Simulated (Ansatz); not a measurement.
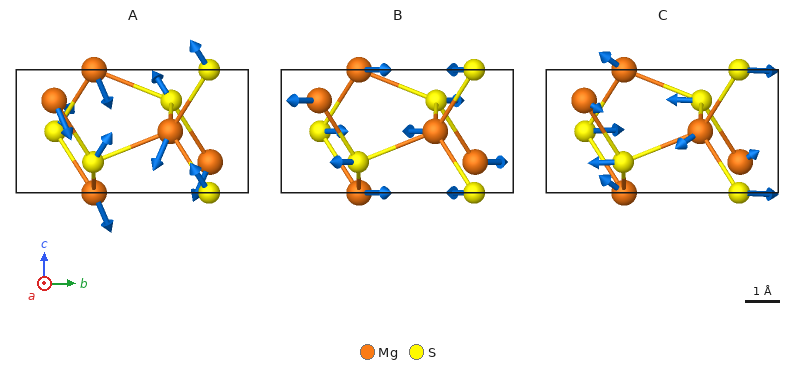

Modes of a crystal of MgS (a generated structure), space group P4₁2₁2 (No. 92), at the zone centre (one member of each degenerate set). The blue arrows give the relative displacements of the atoms. Style: ball-and-stick. Shown: the cell of the calculation, along the a axis.

Theory: Ansatz 0.2.0, DFT PBE, scalar-relativistic, plane waves, PAW.

Frequencies are those without the non-analytic (LO–TO) term.

> Which are infrared-active and which Raman-active?

A is A₂, infrared-active by symmetry (323 cm⁻¹). B is A₁, Raman-active by symmetry (155 cm⁻¹). C is E, infrared- and Raman-active by symmetry (221 cm⁻¹).
